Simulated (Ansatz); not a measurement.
## Electronic structure of WSe$_{2}$ in real space

Input file:

```
crystal:
  lattice:
    - [3.3144241466, 0.0, 0.0]
    - [-1.6572120733, 2.8703755099, 0.0]
    - [0.0, 0.0, 29.8000909728]
  atoms:
    - { symbol: W, position: [0.6666666667, 0.3333333333, 0.0117449306] }
    - { symbol: W, position: [0.3333333333, 0.6666666667, 0.7640670056] }
    - { symbol: W, position: [0.3333333333, 0.6666666667, 0.2241879468] }
    - { symbol: Se, position: [0.3333333333, 0.6666666667, 0.0674620638] }
    - { symbol: Se, position: [0.6666666667, 0.3333333333, 0.8199352631] }
    - { symbol: Se, position: [0.6666666667, 0.3333333333, 0.2798932754] }
    - { symbol: Se, position: [0.3333333333, 0.6666666667, 0.955915012] }
    - { symbol: Se, position: [0.6666666667, 0.3333333333, 0.7082957686] }
    - { symbol: Se, position: [0.6666666667, 0.3333333333, 0.1684988897] }
basis:
  ecutwfc: 500
kpoints:
  mp_grid: { grid: [12, 12, 1] }
hamiltonian:
  xc: r2scan
scf:
  occupations: { method: gaussian, width: 0.05 }
output:
  forces: true
  stress: true
  eigenvalues: true
  write_density: true
  write_potential: true
  elf: true
  volumetric_format: npy
```

Command:

```sh
ansatz run input.yaml --threads 2 --pin off --max-ram 5120MiB --backend cpu --events-out ev --progress --plain --runs-dir out
```

Below, planes, directions and counts refer to the conventional cell (a = 3.31 Å, b = 3.31 Å, c = 29.80 Å, α = 90.00°, β = 90.00°, γ = 120.00°).

Space group P3m1; a structure from a database of computed crystals, not necessarily the ambient phase.

These are results of DFT r2SCAN, scalar-relativistic, plane waves, PAW (Ansatz 0.2.0), not measurements.

In a PAW calculation such maps are meaningful between the atoms, not at the nuclei.

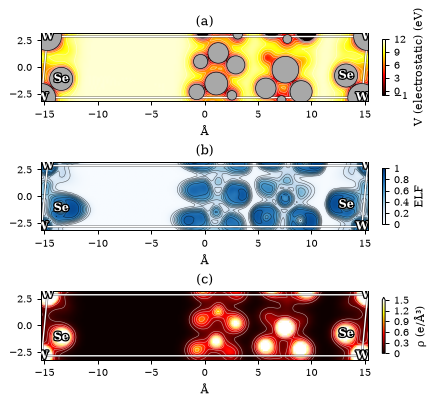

Figure 1. (a) electrostatic potential (local pseudopotential plus Hartree) felt by an electron; (b) electron localisation function; (c) valence electron density on the (111) plane of the conventional cell. Grey discs cover the atomic cores in the potential map.

Question: What does the map show?

Answer: The plane passes through W and Se nuclei.
Atoms just off the plane (W, 0.4 Å away and Se, 0.3 Å away) can leave unmarked features too.
W–Se (2.53 Å): the density is about 0.56 e/Å³ at the midpoint; the ELF is about 0.55 at the midpoint.
The density dies away to nearly zero in the voids.
The features right at W lie inside the PAW spheres, where the map follows smoothed inner orbitals and isn't to be read closely.
Outside the cores the potential energy rises away from the atoms and is highest about 2.6 Å from the nearest atoms; its zero is arbitrary.

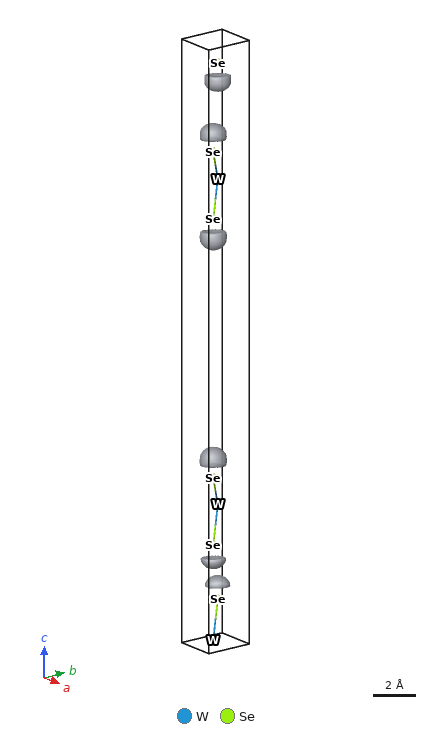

Figure 2. Isosurface of the electron localisation function at 0.85 (grey), seen slightly off an axis. Only the valence region is drawn (cores and ρ < 0.01 e/Å³ removed). Sticks mark near contacts.

Question: Describe the localisation domains.

Answer: At this value the surface marks out six lobes on Se, pointing away from the bonds (lone pairs), counted in one cell of 9 atoms. Regions shared between cells count once.

Question: Does the calculation make it a metal, or give it a gap?

Answer: It is gapped, with a Kohn–Sham gap of 1.3 eV on the k-point mesh (the band edges may lie off the mesh, which would make the gap smaller).
